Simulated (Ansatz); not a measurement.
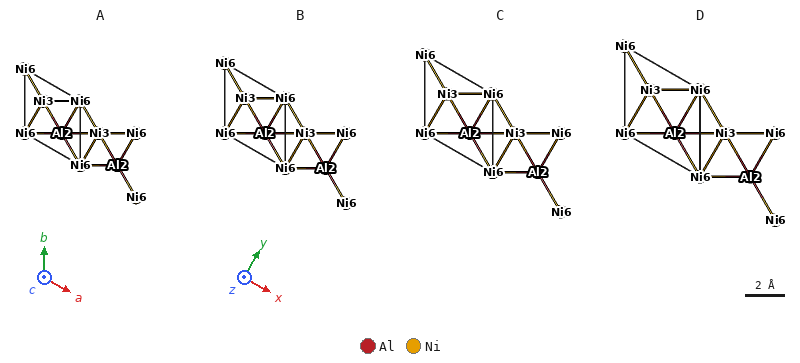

A scan of solid AlNi₂ (P-3m1) along one coordinate. x, y and z are the Cartesian axes of the input. Style: ball-and-stick. Shown: the cell of the calculation, repeated 2 × 1 × 1 with one cell outlined, along the c axis.

These are results of Ansatz, DFT r2SCAN, scalar-relativistic, plane waves, PAW, not measurements. (plane-wave cutoff 500 eV; k-point mesh 12 × 12 × 10; occupations gaussian; smearing width 0.15 eV; no spin polarisation). Energies (free energies at the smearing named) are counted from the relaxed crystal.

What is being scanned?

The cell is strained equally along x and y, with the atoms kept at their fractional coordinates. In the frames the strain is −0.15 (A), −0.075 (B), 0.0375 (C), 0.15 (D). Their energies are 1226 meV/atom, 244 meV/atom, 43 meV/atom, 504 meV/atom.

Limits of the set-up: an element that often carries a moment was run without spin polarisation.
